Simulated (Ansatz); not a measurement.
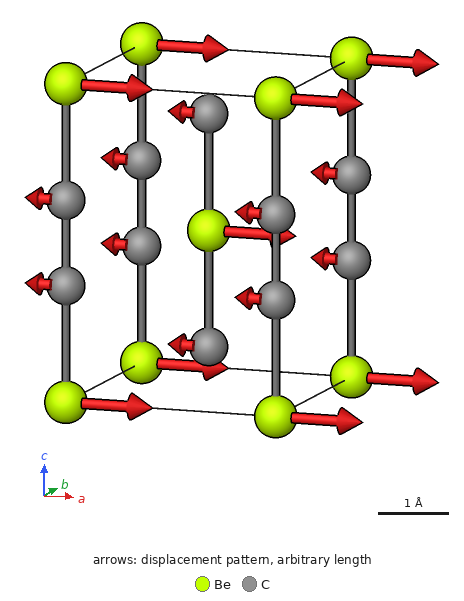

The lowest optical mode of solid BeC2 (a generated structure) relaxed at 22 GPa, space group I4/mmm (No. 139), at the zone centre. Displacements are drawn as red arrows; their common scale and sign are arbitrary. The picture is a ball-and-stick view of the conventional cell (2 times the calculation's cell), seen slightly off an axis. Lengths and directions refer to the drawn axes.

Level of theory: DFT PBE, scalar-relativistic, plane waves, PAW in Ansatz. Settings: plane-wave cutoff 420 eV; k-point mesh 8 × 8 × 8; occupations fixed; target pressure 22 GPa; no spin polarisation.

Frequencies are those without the non-analytic (LO–TO) term.

Q: Is the structure stable against all modes at this point?

A: No. This is the E_u mode (doubly degenerate; one member of the set is drawn) at 467i cm⁻¹, the lowest optical level, infrared-active by symmetry. The Be sublattice moves against the C sublattice, along a; the Be–C, C–C bond lengths don't change to first order, so for these it is a bending, tilting or sliding motion; the kinetic energy is shared as Be 73 %, C 27 %. The frequency is imaginary, so the structure is unstable against this distortion. Freezing in the drawn pattern lowers the space group from I4/mmm to Imm2 (No. 44).
